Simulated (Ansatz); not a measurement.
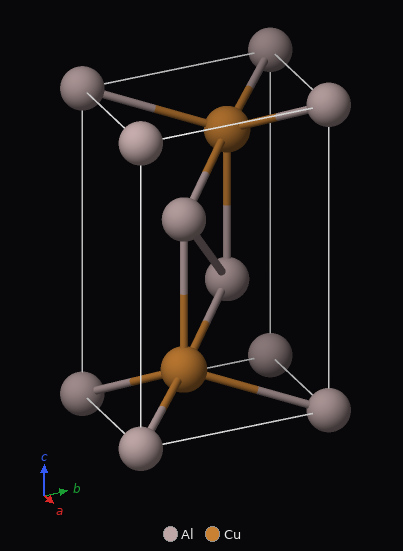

Crystal structure, ball-and-stick style, seen slightly off an axis. The wireframe shows the conventional unit cell. Cell: a = 4.10 Å, b = 4.10 Å, c = 4.98 Å, α = 90.00°, β = 90.00°, γ = 120.00°.

Its origin is a structure listed in the Materials Project. Earlier steps of the study may have refined or changed the cell and positions. It went into a calculation with Ansatz.

> In words:

Formula: Al₃Cu₂. The atoms follow space group P-3m1 (No. 164); the Bravais lattice is primitive hexagonal. It has 5 atoms to the cell (3 Al, 2 Cu). By contacts within bonding range, the coordination numbers are Al 6 to 8 (mean 7.3) and Cu 8. Not all metal-metal contacts are counted.

Setup: DFT PBEsol, scalar-relativistic, plane waves, PAW (Ansatz 0.2.0); wavefunction cutoff 420 eV, Brillouin-zone sampling on a 12×12×8 mesh, Gaussian smearing of 0.1 eV, no spin polarisation.

> What is the band gap, if any?

A metal: bands cross the Fermi level.

> List the Bader charges.

Al +1.35 e; Cu -2.02 e.

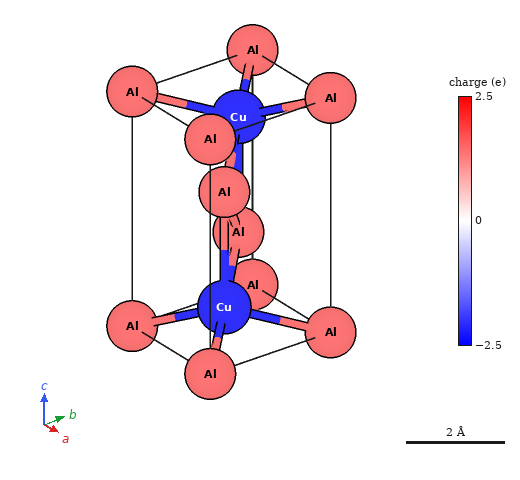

The atoms coloured by those charges. The run's cell of 5 atoms is drawn.

> Is the structure in equilibrium?

Yes. All forces vanish to within 0.01 eV/Å. The pressure is 0.0 GPa, close to zero.
